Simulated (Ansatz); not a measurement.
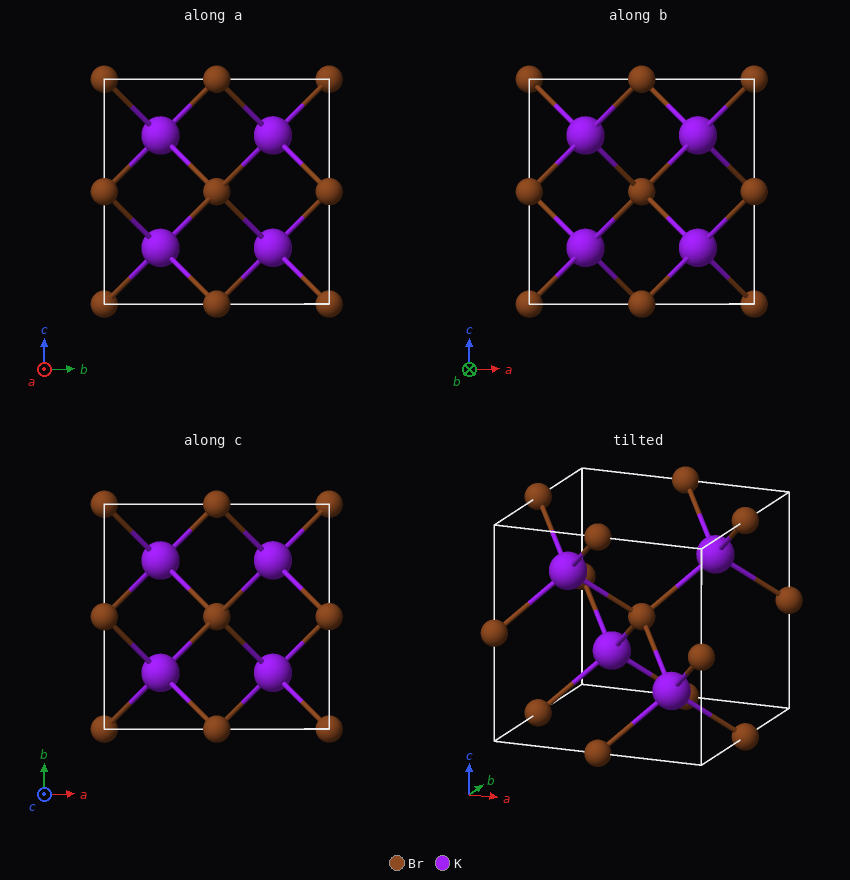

Ball-and-stick representation of a periodic structure, projected along the a axis, along the b axis, along the c axis and slightly off an axis. The wireframe shows the drawn cell (a repeat of the simulation cell).

Lattice parameters: a = 7.443 Å, b = 7.443 Å, c = 7.443 Å, α = 89.98°, β = 89.98°, γ = 89.98°. Put a along x and b in the xy plane.

### Give the structure in the form of a POSCAR file.

```
Br K
1.0
     7.443    0.000    0.000
     0.003    7.443    0.000
     0.003    0.003    7.443
Br K
4 4
Direct
  0.0001 0.0001 0.5001
  0.5001 0.0001 0.0001
  0.0001 0.5001 0.0001
  0.5001 0.5001 0.5001
  0.2500 0.2500 0.7500
  0.7500 0.2500 0.2500
  0.2500 0.7500 0.2500
  0.7500 0.7500 0.7500
```

It derives from a structure type filled with these elements by a generator (whether the compound takes this form wasn't checked). Earlier steps of the study may have refined or changed the cell and positions. A calculation with Ansatz used it as input.
